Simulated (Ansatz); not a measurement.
## Electronic structure of Li in real space

The calculation's input:

```
crystal:
  lattice:
    - [7.6193009447, -2.6498232239, 0.0]
    - [7.6193009447, 2.6498232239, 0.0]
    - [0.0, 0.0, 5.0089622022]
  atoms:
    - { symbol: Li, position: [0.9348198966, 0.2651824484, 0.25] }
    - { symbol: Li, position: [0.0651801034, 0.7348175516, 0.75] }
    - { symbol: Li, position: [0.2651824484, 0.9348198966, 0.75] }
    - { symbol: Li, position: [0.7348175516, 0.0651801034, 0.25] }
    - { symbol: Li, position: [0.334844091, 0.665155909, 0.25] }
    - { symbol: Li, position: [0.665155909, 0.334844091, 0.75] }
    - { symbol: Li, position: [0.5348821437, 0.8650629616, 0.25] }
    - { symbol: Li, position: [0.4651178563, 0.1349370384, 0.75] }
    - { symbol: Li, position: [0.8650629616, 0.5348821437, 0.75] }
    - { symbol: Li, position: [0.1349370384, 0.4651178563, 0.25] }
basis:
  ecutwfc: 420
kpoints:
  mp_grid: { grid: [8, 8, 8] }
  band_path:
    path:
      - [[0.0, 0.0, 0.0], [-0.5, 0.5, 0.0], [0.33660382, 1.33660382, 0.0]]
      - [[1.66339618, 1.66339618, 0.0], [0.0, 0.0, 0.0], [0.0, 0.0, 0.5], [1.66339618, 1.66339618, 0.5]]
      - [[0.33660382, 1.33660382, 0.5], [-0.5, 0.5, 0.5], [-0.5, 0.5, 0.0]]
      - [[0.0, 0.0, 0.0], [1.0, 1.5, 0.0], [1.0, 1.5, 0.5], [0.0, 0.0, 0.5], [-0.5, 0.5, 0.5]]
    npoints: 14
hamiltonian:
  xc: pbe
scf:
  occupations: { method: gaussian, width: 0.1 }
  n_extra_bands: 25
output:
  forces: true
  stress: true
  eigenvalues: true
  populations: true
  dos: { projected: true, de: 0.02, nscf_kmesh: { grid: [10, 10, 10] } }
  bader: true
  write_density: true
  write_potential: true
  elf: true
  volumetric_format: npy
```

Command:

```sh
ansatz run input.yaml --threads 1 --pin off --max-ram 2560MiB --backend cpu --events-out ev --progress --plain --runs-dir out
```

Space group Cmcm; a structure generated by program, which may or may not match a known phase.

Level of theory: DFT PBE, scalar-relativistic, plane waves, PAW in Ansatz.

Core electrons are frozen (PAW), and the valence fields are smoothed inside the atomic spheres.

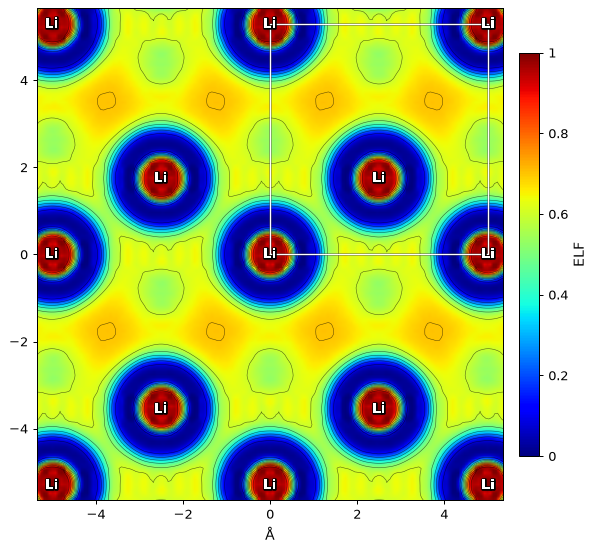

Figure 1. Electron localisation function on the (110) plane of the calculation cell.

Describe what can be read from this map.

The plane passes through Li nuclei. Li–Li (3.06 Å): the ELF reaches about 0.55 near the midpoint. The ELF has a maximum of about 0.70 in the space between the atoms, 2.2 Å from six Li atoms, on no atom or two-centre bond. The features right at Li lie inside the PAW spheres, where the map follows smoothed inner orbitals and isn't to be read closely.

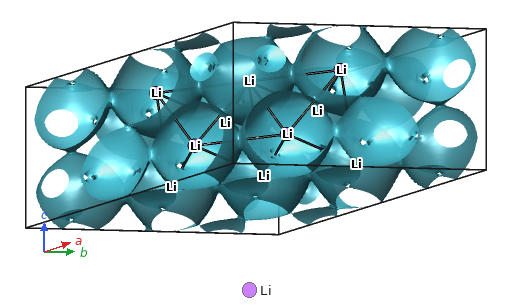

Figure 2. Isosurface of the ELF at 0.55 (cyan), seen at an oblique angle. Only the valence region is drawn (cores and ρ < 0.01 e/Å³ removed). Sticks mark near contacts.

Identify the bonds, lone pairs and shells in this picture.

The surface consists of one network that runs through the whole crystal, counted in one cell of 10 atoms. Regions shared between cells count once. There are no localised bonds or lone pairs at this value.


Li–Li (3.05 Å): the ELF reaches about 0.55 near the midpoint.

Does the calculation give a band gap?

It is gapless in this calculation (a metal or semimetal).
